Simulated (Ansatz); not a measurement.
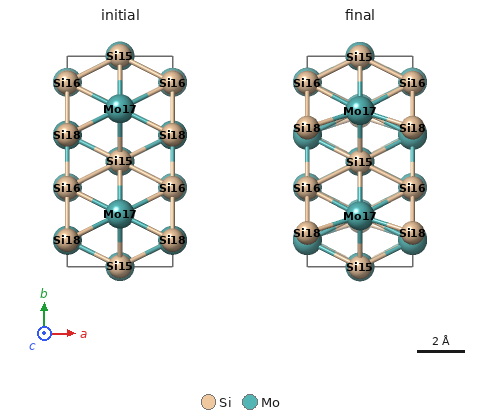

The structure of a slab of composition Si$_{2}$Mo (cut from the I4/mmm phase) before (left) and after (right) a relaxation, at one scale.

A ball-and-stick model of the 1 × 2 repeat of the cell, outlined in the plane, without the vacuum (origin shifted), seen along the c axis.

Case: (1 1 2) slab, atoms relaxed. The slab is the (1 1 2) face of Si2Mo.

Method: DFT PBEsol, scalar-relativistic, plane waves, PAW in Ansatz 0.2.0.

The input:
```yaml
crystal:
  lattice:
    - [4.5114405092, 0.0, 0.0]
    - [0.0, 4.514619133, 0.0]
    - [0.0, 0.0, 26.0589999161]
  atoms:
    - { symbol: Si, position: [0.0, 0.4971746803, 0.2878084356] }
    - { symbol: Mo, position: [0.5, 0.2496480872, 0.3125437174] }
    - { symbol: Si, position: [0.0, 0.0021214941, 0.3372789992] }
    - { symbol: Si, position: [0.5, 0.7468227674, 0.3627909487] }
    - { symbol: Mo, position: [0.0, 0.4992961743, 0.3875262304] }
    - { symbol: Si, position: [0.5, 0.2517695812, 0.4122615122] }
    - { symbol: Si, position: [0.0, 0.9964708546, 0.4377734617] }
    - { symbol: Mo, position: [0.5, 0.7489442615, 0.4625087435] }
    - { symbol: Si, position: [0.0, 0.5014176684, 0.4872440253] }
    - { symbol: Si, position: [0.5, 0.2461189417, 0.5127559747] }
    - { symbol: Mo, position: [0.0, 0.9985923486, 0.5374912565] }
    - { symbol: Si, position: [0.5, 0.7510657555, 0.5622265383] }
    - { symbol: Si, position: [0.0, 0.4957670289, 0.5877384878] }
    - { symbol: Mo, position: [0.5, 0.2482404358, 0.6124737696] }
    - { symbol: Si, position: [0.0, 0.0007138427, 0.6372090513] }
    - { symbol: Si, position: [0.5, 0.7454151161, 0.6627210008] }
    - { symbol: Mo, position: [0.0, 0.497888523, 0.6874562826] }
    - { symbol: Si, position: [0.5, 0.2503619299, 0.7121915644] }
basis:
  ecutwfc: 420
kpoints:
  mp_grid: { grid: [8, 8, 1] }
hamiltonian:
  xc: pbesol
scf:
  occupations: { method: gaussian, width: 0.1 }
output:
  forces: true
  eigenvalues: true
  write_density: true
  write_potential: true
  elf: true
  volumetric_format: npy
relax:
  adjacent_minimum: "off"
  f_tol: 0.02
  max_steps: 60
efield:
  axis: 3
  dipole_correction: true
  ramp_width: 0.04
```

Command:
```bash
ansatz run input.yaml --threads 2 --pin off --max-ram 5120MiB --backend cpu --events-out ev --progress --plain --runs-dir out
```

Question: Describe what moved and what it gained.

Answer: Over 6 accepted moves (7 points after the start) the energy falls by 0.599 eV per cell of the calculation. The largest force component goes from 1.4 to 0.01 eV/Å. 1 step only repeated the SCF at the same geometry. The largest moves relative to the layer's centre, 0.31 Å, are those of Si1 and Si18. Si1 goes within the plane. By element the largest moves are Si 0.31 Å, Mo 0.11 Å. The lattice vectors keep their values. Among the contacts that change: Si16–Si18 2.619 → 2.934 Å, Si16–Si18 (another image) 2.580 → 2.362 Å, Mo2–Si4 2.599 → 2.474 Å, Mo17–Si18 2.599 → 2.486 Å. Among the angles between lasting bonds that change: Mo17–Si18–Mo17 120.5° → 130.3°, Si16–Si18–Mo17 60.2° → 65.5°. The run took 15 min on 2 threads of Arm Neoverse V1 (shared host), peak memory 1.4 GiB.
